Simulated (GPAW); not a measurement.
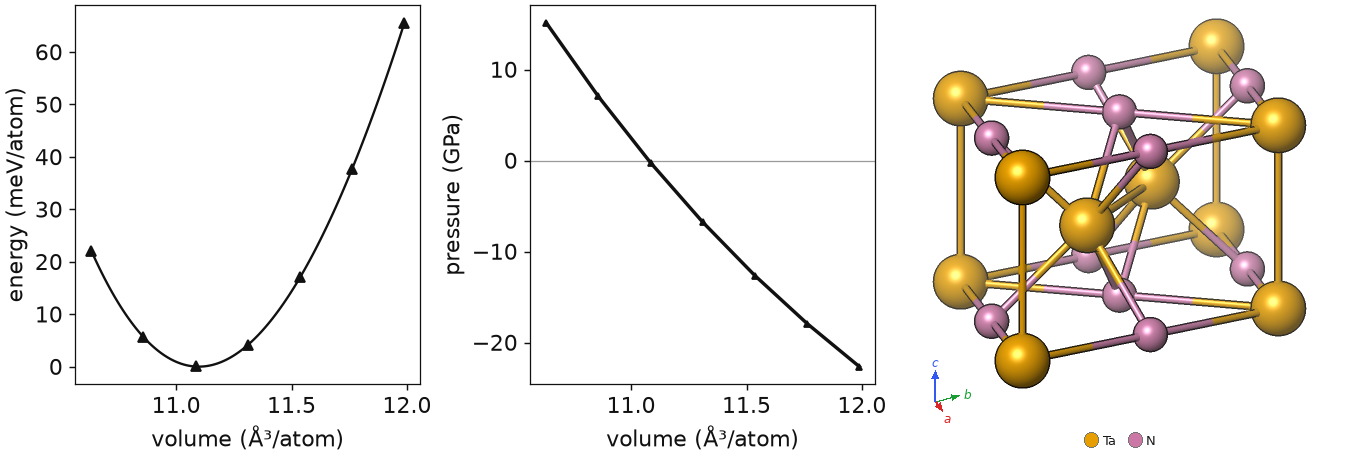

Method: PAW DFT in plane waves, on a grid or in atomic orbitals, no spin polarisation; energies at scaled volumes of the given cell, shape and fractions fixed, counted from the fit's minimum, third-order Birch-Murnaghan fit (GPAW 26.7.0). Level: LDA.

- k mesh: 4×4×6
- occupations: Fermi–Dirac
- smearing width: 0.05 eV
- potentials: GPAW PAW data sets (gpaw data 1.2.1)
- wave cutoff: 800 eV
- program settings: basis pw

Cell as given: a = 5.191 Å, b = 5.191 Å, c = 2.908 Å, α = 90.00°, β = 90.00°, γ = 120.00°; 6 atoms.

**Figure.** Energy and pressure against volume for TaN, space group P6/mmm (No. 191). The conventional cell is drawn beside the plot.

A third-order Birch–Murnaghan fit gives V0 = 11.10 Å³/atom, B0 = 336 GPa and B′ = 4.2. The energy is 22.15 meV/atom at volume 10.63 Å³/atom and 65.62 meV/atom at 11.99 Å³/atom; the lowest computed point is at volume 11.08 Å³/atom (0.04 meV/atom), in a single well. The pressure falls from 15.16 GPa at volume 10.63 Å³/atom to −22.65 GPa at 11.99 Å³/atom, and changes sign near 11.08 Å³/atom.

Note: shape and atomic fractions are frozen while scaling, which makes layered, chain and framework solids too stiff.
